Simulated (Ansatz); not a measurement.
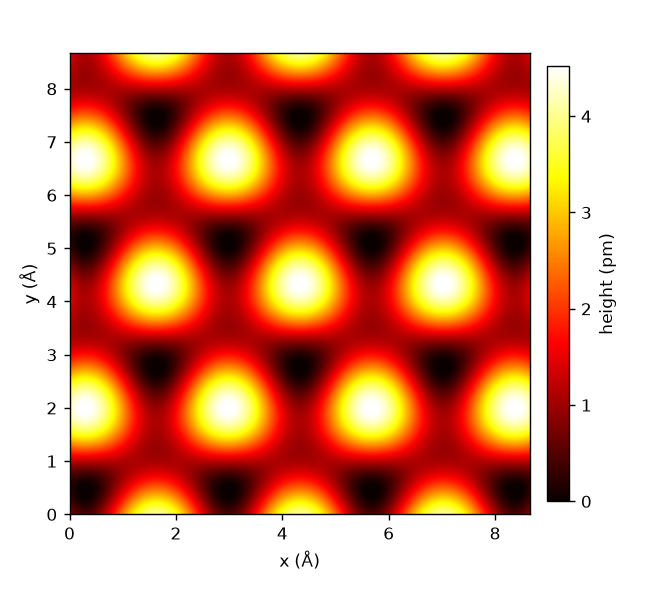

Simulated STM image (constant-current image at a set point of 1.2 × 10⁻⁴ e/Å³, sample bias +0.50 V).

Model: Tersoff–Hamann, s-wave tip, no tip–sample forces. Bias windows are sharp sums over the levels of the k mesh.

> Read the surface lattice from the image: type, spacings and angle.

The pattern repeats on a hexagonal lattice with shortest vectors of 2.7 Å at 60° (or 120°), a cell of 6.3 Å², with 1 maximum above 60 % of the range in each cell.

The surface:

Ru(001) (P6_3/mmc bulk, 7 atomic planes (those closer than 0.6 Å count as one), 13 Å). The brightest spots lie over the top Ru atoms; the darkest points are over the sites above the Ru atoms 2.1 Å below the top plane. So weak a contrast (5 pm) depends on the k-mesh and on the tip.

All numbers here come from DFT PBE, scalar-relativistic, plane waves, PAW in Ansatz. Cutoff 420 eV, 21 × 21 k-points, Gaussian smearing 0.1 eV, dipole correction. The slab is a cut without reconstruction beyond its cell, at the source's lattice constants, with its lower half held fixed and the rest relaxed. No spin polarisation. The run couldn't confirm all of its levels under its output density. The run warns that the functional's potential is rough in the thin density of the vacuum, where the tip is; weak contrasts and barriers may feel it.
